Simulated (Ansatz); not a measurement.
# Run report: Ge, single-point calculation

System: Ge (R-3m, 2 atoms in the cell).
Method: DFT PBEsol, scalar-relativistic, plane waves, PAW, no spin polarisation (Ansatz 0.2.0).

The structure derives from an entry of the Crystallography Open Database. It belongs to a series of runs on one base structure; here: ratio of the length along [111] to the lengths across it x 1.08, volume and fractional coordinates fixed. Figures and captions count atoms from 1; the log counts them from 0 in places.

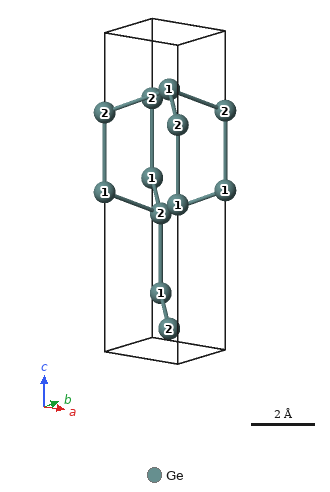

*The input geometry (ball-and-stick view of the cell 3 times as large as that of the calculation, set on its symmetry axes, seen slightly off an axis; atoms are numbered from 1 in the order of the input). An atom can appear more than once, as a periodic image.*

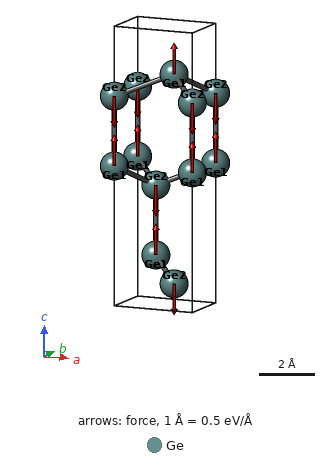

*Forces on the atoms as red arrows (ball-and-stick view of the cell 3 times as large as that of the calculation, set on its symmetry axes, seen at an oblique angle; atoms are numbered from 1 in the order of the input).*

The largest act on Ge1, Ge2 (0.59 eV/Å). The geometry is not a stationary point of this energy.

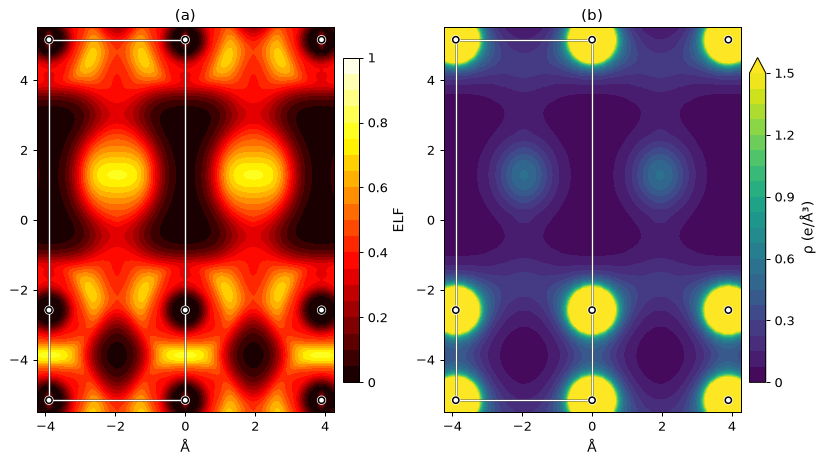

*(a) ELF; (b) valence charge density (pseudo) on the (100) plane of the conventional cell. Circles mark the nuclei in the plane (Ge).*

Ge–Ge (2.58 Å): ρ at the midpoint is about 0.41 e/Å³; the ELF peaks at about 0.75 between the atoms (a covalent bond). Away from the nuclei the density in this plane falls to 0.02 e/Å³ at its lowest. The fields are those of the smooth PAW valence density.

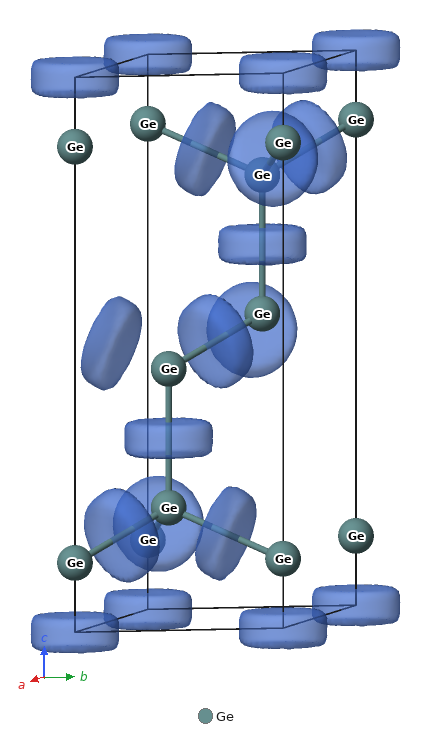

*Isosurface of the ELF at 0.55 (blue), seen at an oblique angle. Core shells and regions of very low density are left out. Sticks mark near contacts. The outline is the cell set on symmetry axes.*

Profiles from the grid: Ge–Ge (2.41 Å): the ELF peaks at about 0.75 between the atoms, which marks localised, shared-pair bonding. Ge–Ge (2.58 Å): the ELF peaks at about 0.75 between the atoms (localised, shared-pair bonding).

These pictures come from the run below.

**Input file**
```yaml
crystal:
  lattice:
    - [0.1470466428, 2.9041711952, 2.9041711952]
    - [2.9041711952, 0.1470466428, 2.9041711952]
    - [2.9041711952, 2.9041711952, 0.1470466428]
  atoms:
    - { symbol: Ge, position: [0.5, 0.5, 0.5] }
    - { symbol: Ge, position: [0.75, 0.75, 0.75] }
basis:
  ecutwfc: 420
kpoints:
  mp_grid: { grid: [16, 16, 16] }
hamiltonian:
  xc: pbesol
scf:
  occupations: { method: gaussian, width: 0.15 }
output:
  forces: true
  stress: true
  eigenvalues: true
  write_density: true
  write_potential: true
  elf: true
  volumetric_format: npy
```

Run as:
```bash
ansatz run input.yaml --threads 1 --pin off --max-ram 2560MiB --backend cpu --events-out ev --progress --plain --runs-dir out
```

**Log**
```
Engine: ansatz 0.2.0, x86_64-unknown-linux-gnu
Pseudopotentials: kind: paw
Pseudopotential: Ge, paw, valence charge 14, recommended cutoff 420 eV (normal), Ge.paw.azcp
Functional definition: PBEsol
  exchange = pbesol_x
  correlation = pbesol_c
Crystal: 2 atoms, lattice volume = 45.271 Å³
Basis set: ecut = 420 eV, 893 PW (Γ), exchange–correlation on 60×60×60 points (8 copies of the dense FFT grid, shifted against one another)
Bands: 18, of which v1, the nominal top of the filled ones, is band 14 counted from 1 (13 counted from 0)
Symmetry: 12 space group operations
Space group: R-3m (ITA 166), of the structure as read, at distance tolerance 3.6e-5 Å
k-points: 417 of 4096
Non-local potential: Ge, projectors of the file, l = 0: 2, l = 1: 2, l = 2: 3, l = 3: 1
PAW form: soft (Blöchl's): semilocal exchange-correlation on the pseudo side does not see the compensation charge
PAW frozen core: Ge, regenerated for the run's functional, and the local potential with it (the file was generated under x = pbe(κ = 0.804, μ = 0.2195149727645171), c = pbe(β = 0.06672455060314922))
PAW one-centre angular grid: Ge, 590 points (default); XC on 64 Gauss nodes
Initial density: superposition of atomic densities (neutral atoms: chi_scale 0, normalization atom), corrected by the library's trained network
Initial wavefunctions: pseudopotential atomic-orbital guess
Functional: x = pbesol(κ = 0.804, μ = 0.12345679012345678), c = pbesol(β = 0.046)
SCF iter   1: F=—  HF=-8506.907629 eV  |F-HF|=—  |Δ(HF+E_count)|=         —  Δρ=2.31e-3  dr2=2.85e-3  ethr=1.77e-3  ⟨swp⟩=5.2  Hψ=34567  notcnv=0
preconditioner: auto → Kerker (q_TF=auto, 2.518 Å⁻¹)  [metal: Δε(μ)=0.031 eV  Ē_g=23.358 eV  σ=0.150 eV  W_gap=0.12  n_scr=14 (ndim 8)  ℏωp=29.2 eV  f_vac=0.072  D(μ)=0.07/eV (n_scr^D=0)]
SCF iter   2: F=—  HF=-8506.906270 eV  |F-HF|=—  |Δ(HF+E_count)|=   1.36e-3  Δρ=1.65e-3  dr2=1.56e-3  ethr=1.02e-5  ⟨swp⟩=1.3  Hψ=10990  notcnv=0
SCF iter   3: F=—  HF=-8506.906318 eV  |F-HF|=—  |Δ(HF+E_count)|=   4.76e-5  Δρ=9.14e-4  dr2=1.79e-4  ethr=5.56e-6  ⟨swp⟩=2.0  Hψ=13346  notcnv=0
SCF iter   4: F=—  HF=-8506.906242 eV  |F-HF|=—  |Δ(HF+E_count)|=   7.64e-5  Δρ=4.04e-4  dr2=1.07e-4  ethr=6.39e-7  ⟨swp⟩=2.0  Hψ=13348  notcnv=0
SCF iter   5: F=—  HF=-8506.906181 eV  |F-HF|=—  |Δ(HF+E_count)|=   6.01e-5  Δρ=1.72e-4  dr2=1.32e-5  ethr=3.81e-7  ⟨swp⟩=2.0  Hψ=13346  notcnv=0
SCF iter   6: F=—  HF=-8506.906190 eV  |F-HF|=—  |Δ(HF+E_count)|=   8.83e-6  Δρ=2.75e-5  dr2=4.95e-7  ethr=4.71e-8  ⟨swp⟩=2.0  Hψ=9178  notcnv=0
SCF iter   7: F=-8506.906191 eV  HF=-8506.906191 eV  |F-HF|=9.87e-8  |Δ(HF+E_count)|=   6.33e-7  Δρ=1.50e-5  dr2=5.33e-8  ethr=3.57e-10  ⟨swp⟩=9.0  Hψ=52784  notcnv=0
SCF 1 converged in 7 iterations: F = -8506.906191 eV  dr2 = 5.33e-8
  greatest PAW one-centre occupation: 0.998 electrons in one spin orbital (limit 2), on the Ge atom at site 1 (counted from 0), in its partial waves of l = 2
SCF converged after 7 iterations
Free energy (F): -8506.906191 eV
Harris-Foulkes:  -8506.906191 eV  (|F-HF|=9.87e-8)
Internal energy: -8506.905391 eV  (E = F + TS)
E sigma→0 (E₀):  -8506.905791 eV
Entropy (-TS):   -0.000800 eV (-0.400 meV/atom)
Fermi energy:    8.433000 eV
--- Per-component energies (eV) ---
  E_band       = -302.600415
  E_kinetic    = 223.399337
  E_local      = -4951.731454  (includes V_loc(G=0)·N_el)
  E_nonlocal   = 840.341302
  E_hartree    = 2170.741912
  E_xc         = -150.098125
  E_vxc        = -129.666363  (∫ρ·V_xc dr)
  E_paw        = -3958.151698  (= ΣΔE_a)
  E_vpaw       = -626.446424  (= ΣTr[D̂ρ^β])
  E_aug_tail   = 0.000616  (compensation charges beyond the density's cutoff)
  E_ewald      = -2683.243153
  E_core_change = 1.835872  (= ΣΔE_core)
  E_smearing   = -0.000800  (= −TS)
  E_closure    = -0.000000  (closes the sum)
  Σ components = -8506.906191   (vs F -8506.906191, Δ=0.00e0)
--- Forces (eV/Å), atoms counted from 1 ---
  atom   1  Ge     0.33922012     0.33922012     0.33922012
  atom   2  Ge    -0.33922012    -0.33922012    -0.33922012
  max |Σ_I F_I| component: 5.55e-17 eV/Å
--- Stress (GPa, compression-positive) ---
        1.389424      -3.876519      -3.876519
       -3.876519       1.389424      -3.876519
       -3.876519      -3.876519       1.389424
  P = ⅓ Tr σ = 1.3894 GPa (13.894 kbar)
--- Band table (eV; the first three rows and the last of 417) ---
  k-point 0: bands = ["-16.4051", "-16.4051", "-16.3424", "-16.3424", "-16.3277", "-16.1790", "-16.1102", "-16.1102", "-16.0989", "-16.0989", "-4.3814", "8.1216", "8.2829", "8.5097", "8.5097", "10.5744", "11.3622", "11.3622"]
  k-point 1: bands = ["-16.4067", "-16.4047", "-16.3457", "-16.3392", "-16.3236", "-16.1788", "-16.1173", "-16.1131", "-16.0973", "-16.0928", "-4.3310", "7.2952", "8.1934", "8.3987", "8.9057", "10.8617", "11.4575", "11.5049"]
  k-point 2: bands = ["-16.4103", "-16.4033", "-16.3508", "-16.3310", "-16.3162", "-16.1782", "-16.1287", "-16.1190", "-16.0952", "-16.0846", "-4.1806", "6.1412", "7.8979", "8.1307", "9.1375", "11.0858", "11.8467", "12.1423"]
  k-point 416: bands = ["-16.4232", "-16.4232", "-16.3312", "-16.3160", "-16.3160", "-16.1755", "-16.1385", "-16.1385", "-16.0718", "-16.0718", "-2.7594", "1.0342", "7.4074", "7.4074", "9.2145", "12.3971", "12.3971", "15.7705"]
```

**Key numbers**

```csv
quantity,value
outcome,converged
space group (tolerance 0.01 Å),R-3m (166)
electrons treated,28
free energy,−8506.9062 eV
Fermi energy,8.433 eV
gap on the k-point mesh,none (metallic)
pressure,1.39 GPa
largest force (length of the vector),0.588 eV/Å
hardware,"1 thread of Intel Xeon @ 2.70GHz, 189 GiB of memory available, shared host"
wall time,19 s
peak memory,0.55 GiB
```
